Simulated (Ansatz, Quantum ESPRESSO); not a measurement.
# AlN(10-10): the 4πα/A, ions held at a withheld member of a series

**Set-up.** Quantum ESPRESSO 7.5, PBE, GBRV ultrasoft. Free-standing symmetric slabs with 16 Å of vacuum in the starting cell; all atoms relax without a field to tight forces. A sawtooth field of 0.1 V/Å with dipole correction is then applied with the ions held (f1) and with the ions free (r1). Fixed occupations. The slabs take the lattice constants of the bulk relaxed by the same program. The series steps the number of layers.

| number of layers | 4πα/A, ions held (Å) |
| --- | --- |
| 2 layers | 5.080 |
| 3 layers | 7.261 |
| 5 layers | 11.474 |
| 6 layers | 13.580 |
| 7 layers | 15.687 |

To predict: What is the 4πα/A, ions held at 4 layers?

By hand: The rows at 3 layers and 5 layers give a slope of (11.474 − (7.261))/(5 − (3)) = 2.107, so a straight line gives 9.367 Å. A parabola through these and the row at 2 layers gives 9.392 Å.

What the calculation gave: 9.367 Å. The line misses by 0.000 and the parabola by +0.025 Å. Both misses are under 5 % of the step from the nearer row.

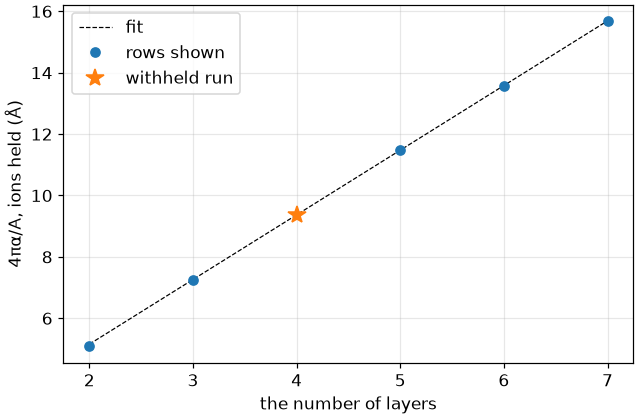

The rows shown, the fit and the withheld run.

Caveats: Surface layers answer otherwise than the interior, so permittivities come from the slope against thickness; semilocal gaps overscreen; 1×1 cells forbid distortions that need a larger cell.
